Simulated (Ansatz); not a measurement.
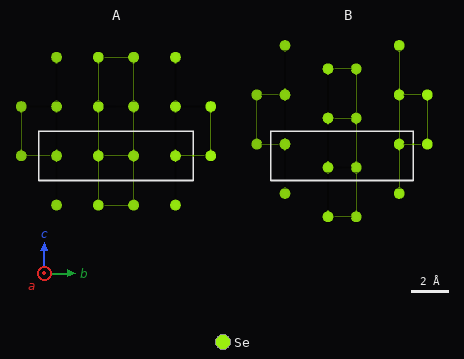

Two geometries of a crystal of Se (set up in P2_12_12), drawn at one scale. One is the start of a relaxation, the other its converged end. The picture is a ball-and-stick view of the cell of the calculation, repeated 1 × 1 × 2 with one cell outlined, seen along the a axis.

All numbers below come from DFT PBE, scalar-relativistic, plane waves, PAW (Ansatz 0.2.0). Set-up: plane-wave cutoff 420 eV; k-point mesh 10 × 6 × 16; occupations gaussian; smearing width 0.1 eV; no spin polarisation; cell and atoms relaxed; force threshold 0.005 eV/Å; at most 80 steps.

Q: Which one is relaxed?

A: Structure A is the relaxed one. The largest moves relative to the cell, 0.67 Å, are those of Se atoms. Cell: a 4.868 → 4.529 Å (−7.0 %), b 7.909 → 8.566 Å (+8.3 %), c 2.740 → 2.739 Å (−0.1 %). Volume +0.7 %. Near-neighbour distances that change, for instance: Se–Se 3.648 → 3.243 Å, Se–Se 2.307 → 2.396 Å. The space group (tolerance 0.01 Å) goes from P2_12_12 (No. 18) to Pbam (No. 55). The energy falls by 34.0 meV per atom in 11 accepted moves (13 points after the start). Largest force component: 0.47 eV/Å at the start, 0.00045 eV/Å at the end. The pressure goes from 1.65 to 0.00 GPa. The line search rejected the trial step at point 6 of the run. The SCF was repeated once at an unchanged geometry on a basis and grid sized afresh for the cell, which shifted the energy by less than 0.05 meV per atom at most.
